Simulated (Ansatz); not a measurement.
## Single-point calculation, with input and output: WSi2

WSi2 (I4/mmm, 3 atoms in the cell), computed with DFT PBE, scalar-relativistic, plane waves, PAW, no spin polarisation (Ansatz 0.2.0).

The structure derives from an entry of the Crystallography Open Database. Figures and captions count atoms from 1; the log counts them from 0 in places.

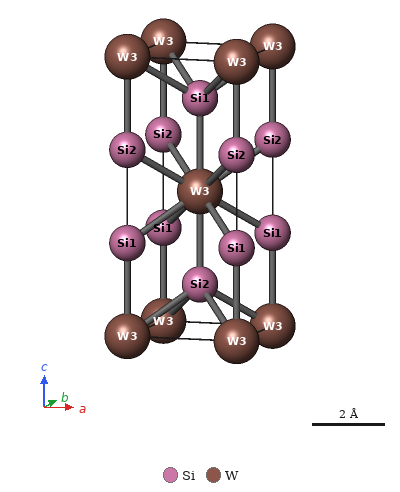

The structure as given in the input (ball-and-stick view of the cell 2 times as large as that of the calculation, set on its symmetry axes, seen slightly off an axis; atoms are numbered from 1 in the order of the input).

## Input file
```yaml
crystal:
  lattice:
    - [-1.6060005352, 1.6060005352, 3.940001313]
    - [1.6060005352, -1.6060005352, 3.940001313]
    - [1.6060005352, 1.6060005352, -3.940001313]
  atoms:
    - { symbol: Si, position: [0.333, 0.333, 0.0] }
    - { symbol: Si, position: [0.667, 0.667, 0.0] }
    - { symbol: W, position: [0.0, 0.0, 0.0] }
basis:
  ecutwfc: 420
kpoints:
  mp_grid: { grid: [8, 8, 8] }
hamiltonian:
  xc: pbe
scf:
  occupations: { method: gaussian, width: 0.1 }
output:
  forces: true
  stress: true
  eigenvalues: true
```

Run as:
```bash
ansatz run input.yaml --threads 2 --pin off --max-ram 4096MiB --backend cpu --events-out ev --progress --plain --runs-dir out
```

## The program's output
```
basis.fft_grid_basis auto: the FFT boxes are laid along the combinations [[1, 0, 1], [0, 1, 1], [0, 0, 1]] of the cell's own vectors, 3.212, 3.212 and 4.548 Å long. The dense box has 24×24×32 points. Along the cell's own vectors, as sized, it would have 32×32×32, 1.78 times as many. Of the 16 symmetry operations that the crystal satisfies within crystal.symmetry.tolerance (time reversal apart; of a slab, those that keep its plane) the dense box along the cell's own vectors carries 16, and the one as laid loses 12 of those. basis.fft_grid_basis: typed keeps the cell's own vectors: state it where this run's energies or levels are differenced outside the engine with another run's, or held beside a run that keeps those vectors.
Engine: ansatz 0.2.0, x86_64-unknown-linux-gnu
Pseudopotentials: kind: paw
Pseudopotential: Si, paw, valence charge 4, recommended cutoff 420 eV (normal), Si.paw.azcp
Pseudopotential: W, paw, valence charge 14, recommended cutoff 420 eV (normal), W.paw.azcp
Functional definition: PBE
  parameter kappa = 0.804
  parameter beta = 0.06672455060314922
  exchange = pbe_x(kappa = kappa, mu = beta*pi^2/3)
  correlation = pbe_c(beta = beta)
Crystal: 3 atoms, lattice volume = 40.649 Å³
Basis set: ecut = 420 eV, 793 PW (Γ), FFT grids on a1+a3, a2+a3, a3, exchange–correlation on 48×48×64 points (8 copies of the dense FFT grid, shifted against one another)
Bands: 15, of which v1, the nominal top of the filled ones, is band 11 counted from 1 (10 counted from 0)
Symmetry: 16 space group operations
Space group: I4/mmm (ITA 139), of the structure as read, at distance tolerance 3.4e-5 Å
k-points: 59 of 512
Non-local potential: Si, projectors of the file, l = 0: 2, l = 1: 2, l = 2: 2
Non-local potential: W, projectors of the file, l = 0: 3, l = 1: 2, l = 2: 2, l = 3: 1
PAW form: soft (Blöchl's): semilocal exchange-correlation on the pseudo side does not see the compensation charge
PAW one-centre angular grid: Si, 110 points (default); XC on 64 Gauss nodes
PAW one-centre angular grid: W, 590 points (default); XC on 64 Gauss nodes
Initial density: superposition of atomic densities (neutral atoms: chi_scale 0, normalization atom), corrected by the library's trained network
Initial wavefunctions: pseudopotential atomic-orbital guess
Functional: x = pbe(κ = 0.804, μ = 0.2195149727645171), c = pbe(β = 0.06672455060314922)
SCF iter   1: F=—  HF=-11657.454342 eV  |F-HF|=—  |Δ(HF+E_count)|=         —  Δρ=3.18e-3  dr2=1.70e-3  ethr=1.77e-3  ⟨swp⟩=5.0  Hψ=5085  notcnv=0
preconditioner: auto → Kerker (q_TF=auto, 2.463 Å⁻¹)  [metal: Δε(μ)=0.081 eV  Ē_g=8.083 eV  σ=0.100 eV  W_gap=0.41  n_scr=10 (ndim 8)  ℏωp=21.8 eV  f_vac=0.000  D(μ)=0.47/eV (n_scr^D=0)]
SCF iter   2: F=—  HF=-11657.454703 eV  |F-HF|=—  |Δ(HF+E_count)|=   3.62e-4  Δρ=1.81e-3  dr2=6.55e-4  ethr=7.73e-6  ⟨swp⟩=1.1  Hψ=1363  notcnv=0
SCF iter   3: F=—  HF=-11657.454848 eV  |F-HF|=—  |Δ(HF+E_count)|=   1.45e-4  Δρ=2.22e-4  dr2=2.46e-5  ethr=2.98e-6  ⟨swp⟩=2.5  Hψ=1261  notcnv=0
SCF iter   4: F=—  HF=-11657.454842 eV  |F-HF|=—  |Δ(HF+E_count)|=   5.58e-6  Δρ=8.13e-5  dr2=1.61e-6  ethr=1.12e-7  ⟨swp⟩=2.4  Hψ=1228  notcnv=0
SCF iter   5: F=—  HF=-11657.454842 eV  |F-HF|=—  |Δ(HF+E_count)|=   2.27e-7  Δρ=1.27e-5  dr2=1.00e-7  ethr=7.31e-9  ⟨swp⟩=2.1  Hψ=1232  notcnv=0
SCF iter   6: F=-11657.454842 eV  HF=-11657.454842 eV  |F-HF|=1.10e-9  |Δ(HF+E_count)|=   1.28e-8  Δρ=2.37e-6  dr2=2.50e-9  ethr=4.55e-10  ⟨swp⟩=4.3  Hψ=2956  notcnv=0
SCF 1 converged in 6 iterations: F = -11657.454842 eV  dr2 = 2.50e-9
  greatest PAW one-centre occupation: 0.999 electrons in one spin orbital (limit 2), on the W atom at site 2 (counted from 0), in its partial waves of l = 0
SCF converged after 6 iterations
Free energy (F): -11657.454842 eV
Harris-Foulkes:  -11657.454842 eV  (|F-HF|=1.10e-9)
Internal energy: -11657.452527 eV  (E = F + TS)
E sigma→0 (E₀):  -11657.453684 eV
Entropy (-TS):   -0.002316 eV (-0.772 meV/atom)
Fermi energy:    16.565240 eV
--- Per-component energies (eV) ---
  E_band       = -82.032875
  E_kinetic    = 540.947531
  E_local      = -949.187129  (includes V_loc(G=0)·N_el)
  E_nonlocal   = 50.591527
  E_hartree    = 372.321716
  E_xc         = -381.822564
  E_vxc        = -338.455520  (∫ρ·V_xc dr)
  E_paw        = -9588.311322  (= ΣΔE_a)
  E_vpaw       = -130.573882  (= ΣTr[D̂ρ^β])
  E_aug_tail   = -0.000065  (compensation charges beyond the density's cutoff)
  E_ewald      = -1701.992220
  E_smearing   = -0.002316  (= −TS)
  E_closure    = 0.000000  (closes the sum)
  Σ components = -11657.454842   (vs F -11657.454842, Δ=0.00e0)
--- Forces (eV/Å), atoms counted from 1 ---
  atom   1  Si    -0.00000000    -0.00000000     0.24994556
  atom   2  Si    -0.00000000    -0.00000000    -0.24994556
  atom   3  W     -0.00000000     0.00000000     0.00000000
  max |Σ_I F_I| component: 8.33e-17 eV/Å
--- Stress (GPa, compression-positive) ---
        2.663290       0.000000       0.000000
        0.000000       2.663290       0.000000
       -0.000000       0.000000      -0.275175
  P = ⅓ Tr σ = 1.6838 GPa (16.838 kbar)
--- Band table (eV; the first three rows and the last of 59) ---
  k-point 0: bands = ["-57.1357", "-21.4504", "-21.3971", "-21.3971", "2.6012", "9.8591", "12.8185", "13.3884", "13.8173", "13.8173", "17.3470", "19.3420", "19.5439", "19.8578", "19.8578"]
  k-point 1: bands = ["-57.1335", "-21.4444", "-21.4278", "-21.4245", "3.0995", "10.3008", "11.8741", "12.7387", "13.5118", "14.7066", "15.4532", "19.0048", "20.1694", "20.2074", "20.5809"]
  k-point 2: bands = ["-57.1282", "-21.4972", "-21.4901", "-21.4301", "4.4828", "10.8676", "11.1235", "11.1436", "13.5642", "13.9318", "14.5886", "19.6270", "19.7682", "20.4939", "20.8082"]
  k-point 58: bands = ["-57.1356", "-21.4668", "-21.3982", "-21.3982", "4.7700", "5.7478", "12.8752", "14.0312", "15.8157", "15.8157", "16.1561", "16.1561", "17.5200", "20.9784", "21.4796"]
```

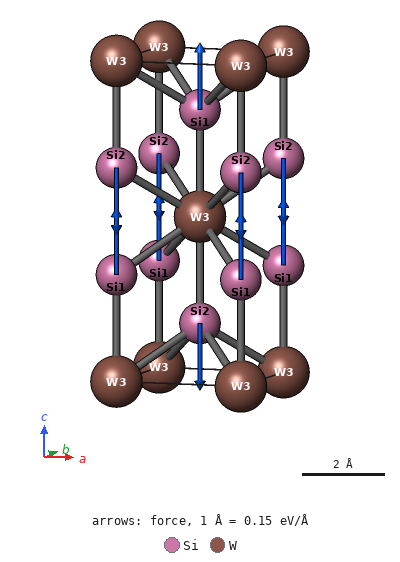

Forces on the atoms as blue arrows (ball-and-stick view of the cell 2 times as large as that of the calculation, set on its symmetry axes, seen slightly off an axis; atoms are numbered from 1 in the order of the input). The largest act on Si1, Si2 (0.25 eV/Å). The geometry is not a stationary point of this energy.

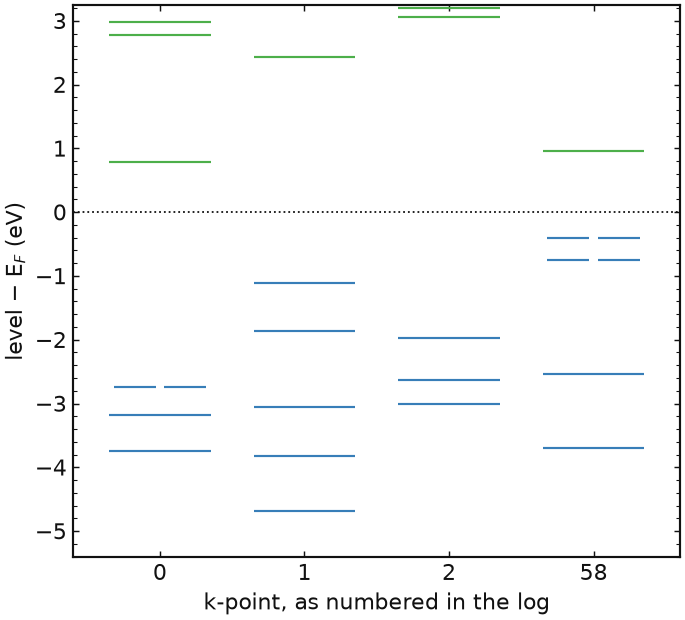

Kohn–Sham levels near the Fermi level (dotted) at the few k-points that the log prints; levels within 0.02 eV of each other stand side by side. The system is metallic on the full mesh.

## Key numbers

```csv
quantity,value
outcome,converged
space group (tolerance 0.01 Å),I4/mmm (139)
electrons treated,22
free energy,−11657.4548 eV
Fermi energy,16.565 eV
gap on the k-point mesh,none (metallic)
pressure,1.68 GPa
largest force (length of the vector),0.250 eV/Å
hardware,"2 threads of AMD EPYC (Zen 5), 176 GiB of memory available, shared host"
peak memory,0.37 GiB
```

## Notes

Spin–orbit coupling is left out, which matters for W.
